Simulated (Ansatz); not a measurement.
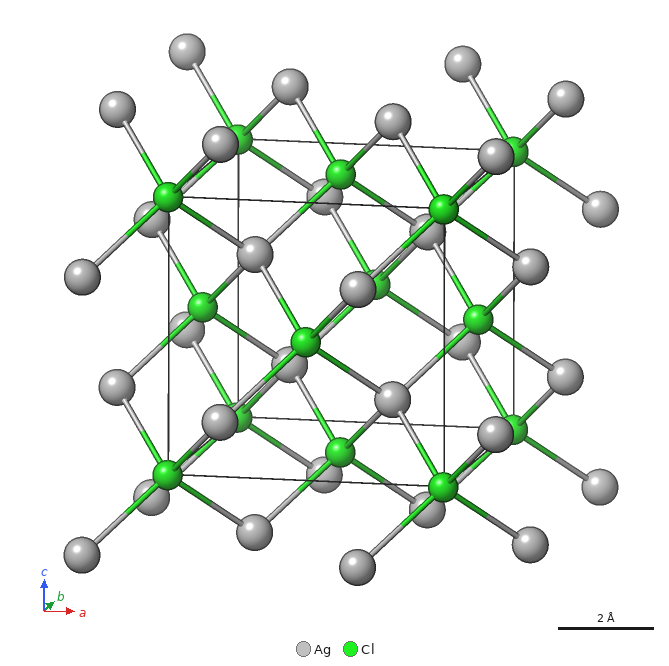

A ball-and-stick rendering, viewed slightly off an axis. The outline marks the drawn cell (a repeat of the simulation cell). The bonded neighbours beyond the faces are included.

AgCl, a = 6.007 Å, b = 6.007 Å, c = 6.007 Å, α = 89.61°, β = 89.61°, γ = 89.61°. Strictly the space group is R3m (No. 160, within 0.01 Å). It is a distorted form of a face-centred cubic structure, space group F-43m (No. 216) within 0.25 Å: zinc blende (sphalerite type). The model was built from a structure type filled with these elements by a generator (whether the compound takes this form wasn't checked). The cell was then strained or its atoms displaced on purpose. A calculation with Ansatz used it as input.

This one geometry was computed with Ansatz (DFT, plane waves, PAW) at three levels of theory: HSE06, r2SCAN and PBE. It was relaxed with r2SCAN and then strained.

**How does the band gap change with the level of theory?**

PBE: a gap of 1.25 eV, direct; r2SCAN: a gap of 1.64 eV, direct; HSE06: a gap of 2.71 eV, direct.

**Collect the results in a table.**

| level | cutoff (eV) | k-mesh of the run's cell | gap (eV) | pressure (GPa) |
| --- | --- | --- | --- | --- |
| HSE06 | 420 | 6×6×6 | 2.71 | 0.7 |
| r2SCAN | 500 | 8×8×8 | 1.64 | -0.3 |
| PBE | 420 | 8×8×8 | 1.25 | 0.8 |

Gaps are taken on the k-mesh or band path of each run.
